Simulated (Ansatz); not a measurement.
# Single-point calculation, with input and output: H

- system: H (Cm, 4 atoms in the cell)
- method: DFT r2SCAN, scalar-relativistic, plane waves, PAW, no spin polarisation (Ansatz 0.2.0)

The structure derives from a Materials Project entry. It belongs to a series of runs on one base structure; here: atom 1 (H) moved by (-0.100, -0.200) A along y and z. Figures and captions count atoms from 1; the log counts them from 0 in places.

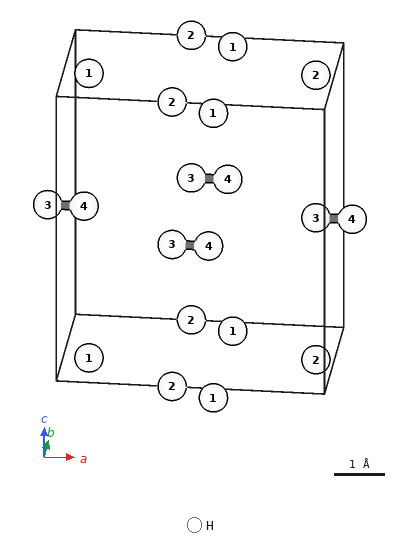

**Figure 1.** The structure as given in the input (ball-and-stick view of the cell 2 times as large as that of the calculation, set on its symmetry axes, seen at an oblique angle; atoms are numbered from 1 in the order of the input).

**Input file**
```yaml
crystal:
  lattice:
    - [1.64853186, -2.73168823, 0.0]
    - [1.64853186, 2.73168823, 0.0]
    - [0.0, 0.0, 6.31376862]
  atoms:
    - { symbol: H, position: [0.5861121993, 0.4138878007, 0.9678381478] }
    - { symbol: H, position: [0.4321915, 0.5678085, 0.00048505] }
    - { symbol: H, position: [0.4321915, 0.5678085, 0.49951495] }
    - { symbol: H, position: [0.5678085, 0.4321915, 0.50048505] }
basis:
  ecutwfc: 500
kpoints:
  mp_grid: { grid: [10, 10, 6] }
hamiltonian:
  xc: r2scan
scf:
  occupations: { method: gaussian, width: 0.05 }
output:
  forces: true
  stress: true
  eigenvalues: true
  write_density: true
  write_potential: true
  elf: true
  volumetric_format: npy
```

Launch command:
```bash
ansatz run input.yaml --threads 1 --pin off --max-ram 1536MiB --backend cpu --events-out ev --progress --plain --runs-dir out
```

**The program's output**
```
Engine: ansatz 0.2.0, x86_64-unknown-linux-gnu
Pseudopotentials: kind: paw
Pseudopotential: H, paw, valence charge 1, recommended cutoff 500 eV (meta_gga), H.paw.azcp
Functional definition: r2SCAN
  parameter k0 = 0.174
  parameter k1 = 0.065
  parameter a1 = 4.9479
  exchange = r2scan_x(k0 = k0, k1 = k1, a1 = a1)
  correlation = r2scan_c
Crystal: 4 atoms, lattice volume = 56.865 Å³
Basis set: ecut = 500 eV, 1425 PW (Γ), exchange–correlation on 96×96×192 points (64 copies of the dense FFT grid, shifted against one another)
Bands: 6, of which v1, the nominal top of the filled ones, is band 2 counted from 1 (1 counted from 0)
Symmetry: 2 space group operations
Space group: Cm (ITA 8), of the structure as read, at distance tolerance 3.8e-5 Å
k-points: 172 of 600 (time reversal used)
Non-local potential: H, projectors of the file, l = 0: 2, l = 1: 1
PAW form: soft (Blöchl's): semilocal exchange-correlation on the pseudo side does not see the compensation charge
PAW one-centre angular grid: H, 302 points (default); XC on 160 Gauss nodes
Initial density: superposition of atomic densities (neutral atoms: chi_scale 0, normalization atom), corrected by the library's trained network
Initial wavefunctions: pseudopotential atomic-orbital guess
Functional: x = r2scan, c = r2scan; τ floored in thin density (d = 2e-4 eV/Å³)
SCF iter   1: F=—  HF=-63.623392 eV  |F-HF|=—  |Δ(HF+E_count)|=         —  Δρ=1.53e-3  dr2=7.55e-4  dr2_τ=1.89e-2  ethr=1.77e-3  ⟨swp⟩=3.6  Hψ=8313  notcnv=0
preconditioner: auto → none  [insulator: Δε(μ)=7.800 eV  Ē_g=13.044 eV  σ=0.050 eV  W_gap=1.00  n_scr=2 (ndim 8)  ℏωp=9.8 eV  f_vac=0.127  D(μ)=0.00/eV (n_scr^D=0)  ε∞_Penn≈1.6]
SCF iter   2: F=—  HF=-63.528655 eV  |F-HF|=—  |Δ(HF+E_count)|=   9.47e-2  Δρ=7.60e-4  dr2=1.75e-4  dr2_τ=1.53e-5  ethr=1.89e-5  ⟨swp⟩=2.7  Hψ=3618  notcnv=0
SCF iter   3: F=—  HF=-63.528728 eV  |F-HF|=—  |Δ(HF+E_count)|=   7.24e-5  Δρ=6.03e-5  dr2=1.64e-6  dr2_τ=2.36e-7  ethr=4.37e-6  ⟨swp⟩=2.1  Hψ=2063  notcnv=0
SCF iter   4: F=—  HF=-63.528739 eV  |F-HF|=—  |Δ(HF+E_count)|=   1.10e-5  Δρ=9.19e-6  dr2=3.44e-8  dr2_τ=4.05e-9  ethr=4.10e-8  ⟨swp⟩=2.0  Hψ=1890  notcnv=0
iter 5 did not close the SCF: its close was put off for the readings that it lacked (scf_convergence_deferred on its scf_iter line)
SCF iter   5: F=-63.528739 eV  HF=-63.528739 eV  |F-HF|=1.01e-8  |Δ(HF+E_count)|=   1.07e-7  Δρ=2.09e-6  dr2=2.21e-9  dr2_τ=2.09e-10  ethr=8.61e-10  ⟨swp⟩=2.0  Hψ=1376  notcnv=0
SCF iter   6: F=-63.528739 eV  HF=-63.528739 eV  |F-HF|=1.71e-9  |Δ(HF+E_count)|=   9.68e-9  Δρ=6.65e-7  dr2=1.81e-10  dr2_τ=3.60e-11  ethr=5.52e-11  ⟨swp⟩=4.1  Hψ=4015  notcnv=0
SCF 1 converged in 6 iterations: F = -63.528739 eV  dr2 = 1.81e-10
  greatest PAW one-centre occupation: 0.375 electrons in one spin orbital (limit 2), on the H atom at site 2 (counted from 0), in its partial waves of l = 0
SCF converged after 6 iterations
Free energy (F): -63.528739 eV
Harris-Foulkes:  -63.528739 eV  (|F-HF|=1.71e-9)
Internal energy: -63.528739 eV  (E = F + TS)
E sigma→0 (E₀):  -63.528739 eV
Fermi energy:    -4.290154 eV
--- Per-component energies (eV) ---
  E_band       = -37.108735
  E_kinetic    = 51.936298
  E_local      = -90.871127  (includes V_loc(G=0)·N_el)
  E_nonlocal   = 6.402451
  E_hartree    = 22.241687
  E_xc         = -34.808942
  E_vxc        = -48.966475  (∫ρ·V_xc dr)
  E_paw        = -2.155587  (= ΣΔE_a)
  E_vpaw       = -2.816628  (= ΣTr[D̂ρ^β])
  E_aug_tail   = -0.001771  (compensation charges beyond the density's cutoff)
  E_vtau       = 2.725102  (kinetic-family band-sum trace: ∫τ·v_τ [+ j·A + Jᵃ·Aᵃ] dr)
  E_ewald      = -16.271747
  E_smearing   = -0.000000  (= −TS)
  E_closure    = -0.000000  (closes the sum)
  Σ components = -63.528739   (vs F -63.528739, Δ=0.00e0)
--- Forces (eV/Å), atoms counted from 1 ---
  atom   1  H      0.00000000     3.02226607     0.73579829
  atom   2  H      0.00000000    -3.02351082    -0.72238607
  atom   3  H      0.00000000     0.00629275    -0.00434782
  atom   4  H      0.00000000    -0.00504629    -0.00906298
  max |Σ_I F_I| component: 1.71e-6 eV/Å
--- Stress (GPa, compression-positive) ---
        0.230097       0.000000       0.000000
        0.000000      -6.937718      -1.750502
        0.000000      -1.750502      -0.147755
  P = ⅓ Tr σ = -2.2851 GPa (-22.851 kbar)
--- Band table (eV; the first three rows and the last of 172) ---
  k-point 0: bands = ["-10.5968", "-9.7289", "1.0935", "4.7602", "7.4554", "9.1747"]
  k-point 1: bands = ["-10.5609", "-9.7781", "1.3003", "4.4752", "7.4879", "9.1477"]
  k-point 2: bands = ["-10.4719", "-9.8931", "1.8754", "3.7401", "7.5537", "9.1020"]
  k-point 171: bands = ["-9.0907", "-8.3710", "0.0786", "0.9593", "6.9107", "7.1208"]
```

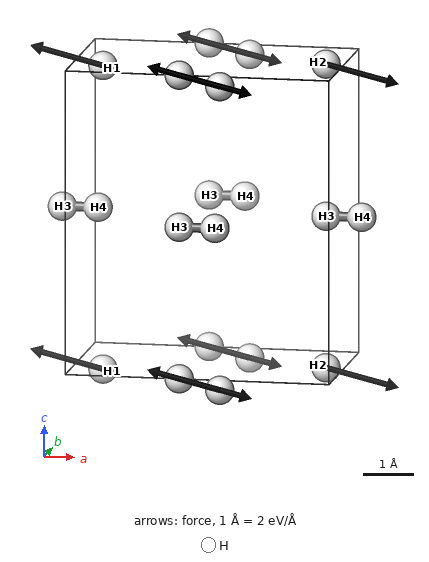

**Figure 2.** Forces on the atoms as black arrows (ball-and-stick view of the cell 2 times as large as that of the calculation, set on its symmetry axes, seen slightly off an axis; atoms are numbered from 1 in the order of the input); the smallest are left out. The largest act on H1, H2 (3.11 eV/Å). The geometry is not a stationary point of this energy.

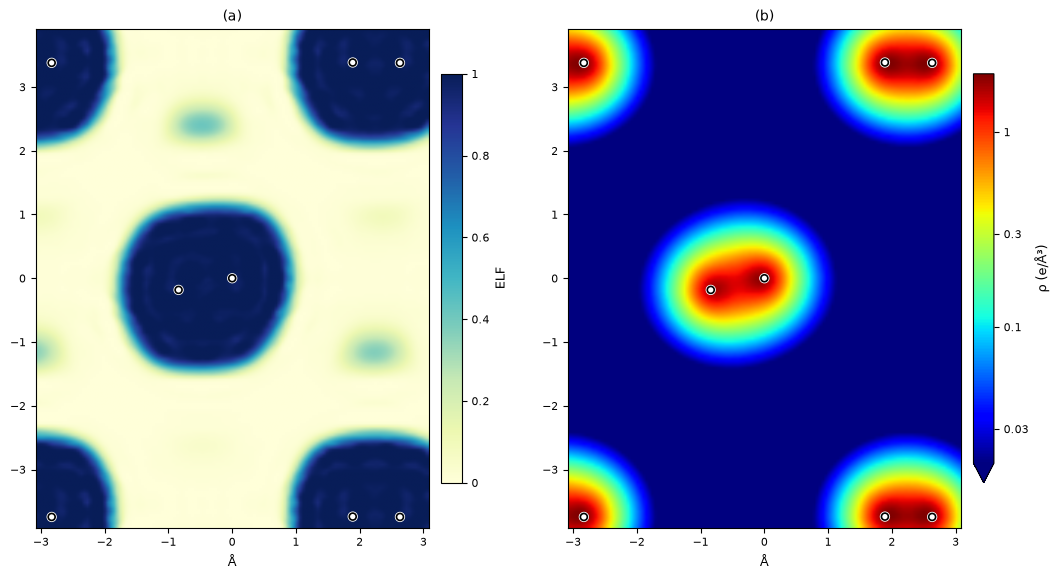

**Figure 3.** (a) electron localisation function; (b) valence electron density on the (011) plane of the conventional cell. Circles mark the nuclei in the plane (H). The section cuts through H sites. Away from the nuclei the density in this plane falls to 0.002 e/Å³ at its lowest. Core electrons are frozen (PAW), so the fields are smoothed inside the atomic spheres.

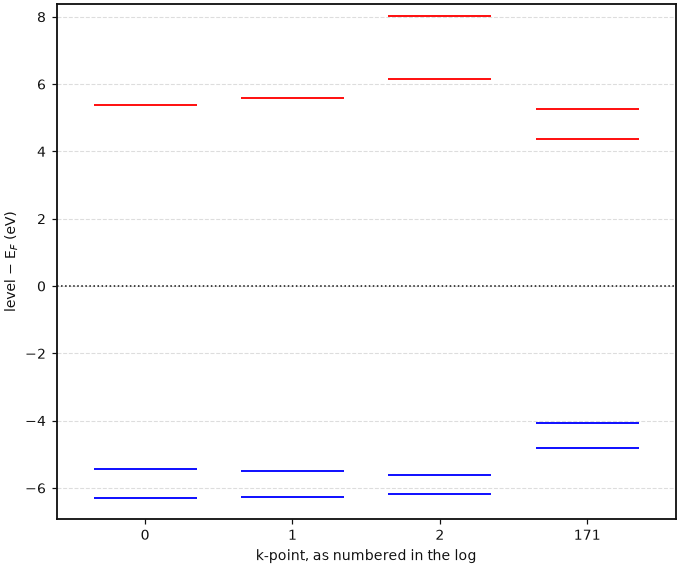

**Figure 4.** Kohn–Sham levels near the Fermi level (dotted) at the few k-points that the log prints; levels within 0.02 eV of each other stand side by side. Among these points the highest filled and lowest empty levels are 8.45 eV apart; the gap on the full mesh, 7.97 eV, has an edge at a point that isn't printed.

**Key numbers**

| quantity | value |
| --- | --- |
| outcome | converged |
| space group (tolerance 0.01 Å) | Cm (8) |
| electrons treated | 4 |
| free energy | −63.5287 eV |
| Fermi energy | −4.290 eV |
| gap on the k-point mesh | 7.97 eV |
| pressure | −2.29 GPa |
| largest force (length of the vector) | 3.111 eV/Å |
| hardware | 1 thread of Intel Xeon (Granite Rapids), 64 GiB of memory available, shared host |
| wall time | 7 s |
| peak memory | 0.46 GiB |
